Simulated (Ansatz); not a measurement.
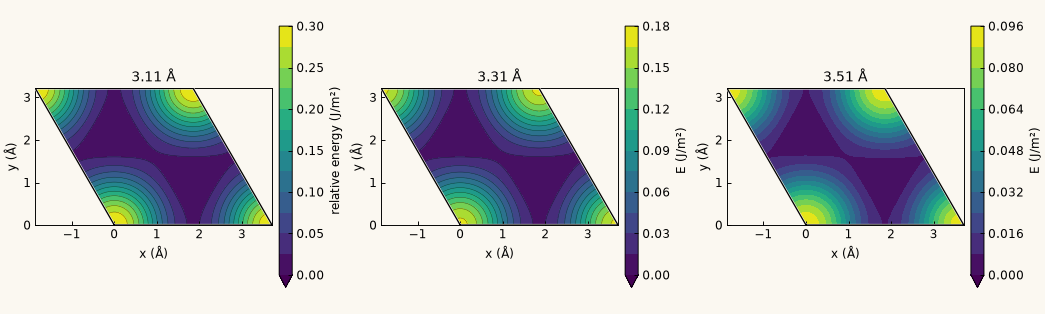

Three maps of one series, each from its own lowest grid point and on its own colour scale; the layer distance changes from map to map. A bilayer of two PtSe₂ sheets (1T type), the upper one turned by 180 degrees about the normal (6 atoms in the cell). The upper layer of a bilayer is slid over the lower one; relaxed at each slide: nothing; the origin of the map has Se4 above Se3. Places are given modulo a cell vector. The map is drawn in real space over the plane of the slide. Grid: 6 × 6 points. Energies: J/m², counted from the lowest grid point. At a held distance the lowest stacking need not be the one that binds best once the distance relaxes. These are results of Ansatz 0.2.0, DFT PBE+D3(BJ), scalar-relativistic, plane waves, PAW, not measurements. Settings: cutoff 420 eV, k-mesh 9×9×1, gaussian smearing 0.05 eV, no spin polarisation.

In the figure: filled contours, the outline of one cell of the plane. Between grid points the surface is interpolated.

The span runs from the lowest to the highest grid point; passes are read from the interpolated surfaces.

| layer distance | lowest grid point | span (J/m²) | easiest pass (J/m²) |
| --- | --- | --- | --- |
| 3.11 Å | Se above Se of a deeper plane, the Pt behind them above Se | 0.297 | 0.021 |
| 3.31 Å | Se above Se of a deeper plane, the Pt behind them above Se | 0.169 | 0.013 |
| 3.51 Å | Se above Se of a deeper plane, the Pt behind them above Se | 0.094 | 0.0077 |

### One more map of the series was computed, for the layer distance 3.56 Å. What do you expect for it?

A straight line of ln(span) against the layer distance through the 3 maps has the slope −2.9 per Å (a decay length of 0.35 Å) and gives 0.0817 J/m² at 3.56 Å. The computed span is 0.081 J/m², below the fit by 1 %. The lowest grid point is Se above Se of a deeper plane, the Pt behind them above Se, as for 3.11 Å, 3.31 Å and 3.51 Å. The easiest pass out of the lowest well is about 0.0067 J/m².

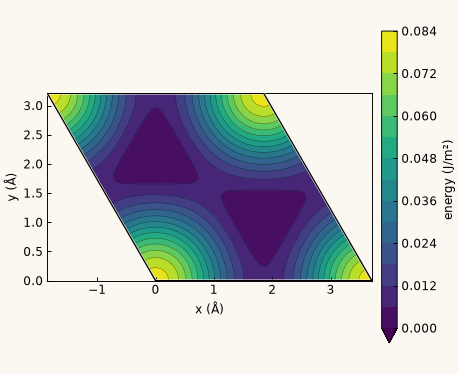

The map for 3.56 Å.

PAW datasets: the set soft_1.
